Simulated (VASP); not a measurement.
Crystal: MoSe2, coordinates from a relaxation with VASP Kohn-Sham DFT of a periodic cell, PBE, VASP PAW PBE potentials, gw, light (VASP 6.6.1).

```
Mo Se
1.0
     3.31874    0.00000    0.00000
    -1.65937    2.87411    0.00000
     0.00000    0.00000   14.08013
Mo Se
2 4
Direct
  0.66667 0.33333 0.75000
  0.33333 0.66667 0.25000
  0.66667 0.33333 0.36860
  0.33333 0.66667 0.86860
  0.66667 0.33333 0.13140
  0.33333 0.66667 0.63140
```

**What does its first Brillouin zone look like, and which path through it is standard?**

It has a primitive hexagonal lattice (hP; extended symbol hP2). The zone is a hexagonal prism in its combinatorial type: 8 faces (6 with 4 edges, 2 with 6 edges), 18 edges, 12 vertices. Path: Γ–M–K–Γ–A–L–H–A | L–M | H–K.

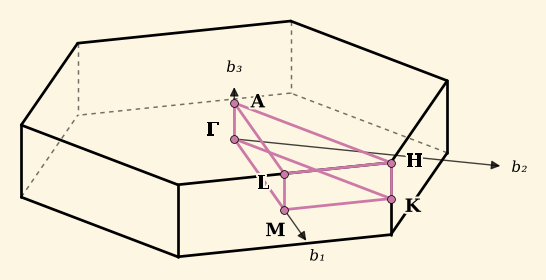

Labels and path follow the convention of Hinuma et al. (2017), as computed by seekpath; the arrows show the directions of the reciprocal primitive vectors b₁, b₂, b₃, in which coordinates are given; lengths include the factor 2π.

```csv
point,k₁,k₂,k₃,length of k (1/Å)
Γ,0,0,0,0.000
A,0,0,1/2,0.223
K,1/3,1/3,0,1.262
H,1/3,1/3,1/2,1.282
M,1/2,0,0,1.093
L,1/2,0,1/2,1.116
```
